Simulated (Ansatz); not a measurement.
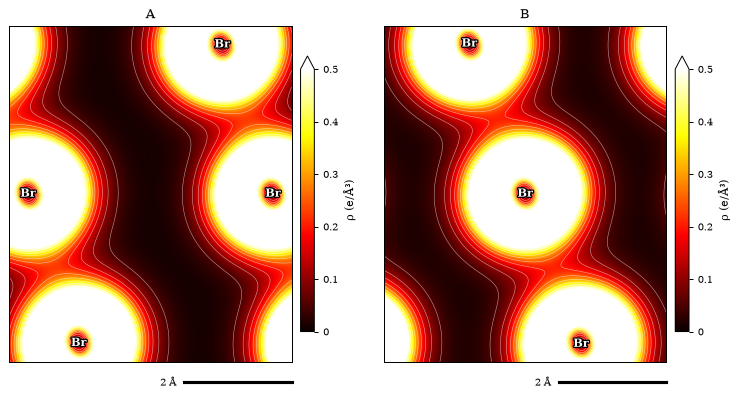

Br. The valence electron density of two cells that differ in size and shape, on the (101̄) plane of each (indices in the axes of the calculation cell), at one length scale and on one colour scale; one has 33.2 and the other 35.1 Å³ an atom.

Method: DFT PBE+D3(BJ), scalar-relativistic, plane waves, PAW in Ansatz.

The density is the valence pseudo-density of a PAW calculation; it isn't the true density close to the nuclei.

The larger cell:

```
Br
1.0
    -1.46905    1.46905    4.06490
     1.46905   -1.46905    4.06490
     1.46905    1.46905   -4.06490
Br
1
Direct
  0.00000 0.00000 0.00000
```

The smaller cell: a = 4.281 Å, b = 4.281 Å, c = 4.281 Å, α = 139.18°, β = 139.18°, γ = 59.10°.

> Which is the denser cell? Describe the effect of the change.

Panel B is the smaller cell, by 5 % in volume. From the larger cell to the smaller, Br–Br goes from 2.94 to 2.99 Å, and the density at its midpoint from 0.23 to 0.21 e/Å³; the pressure goes from −2.7 to −3.7 GPa.
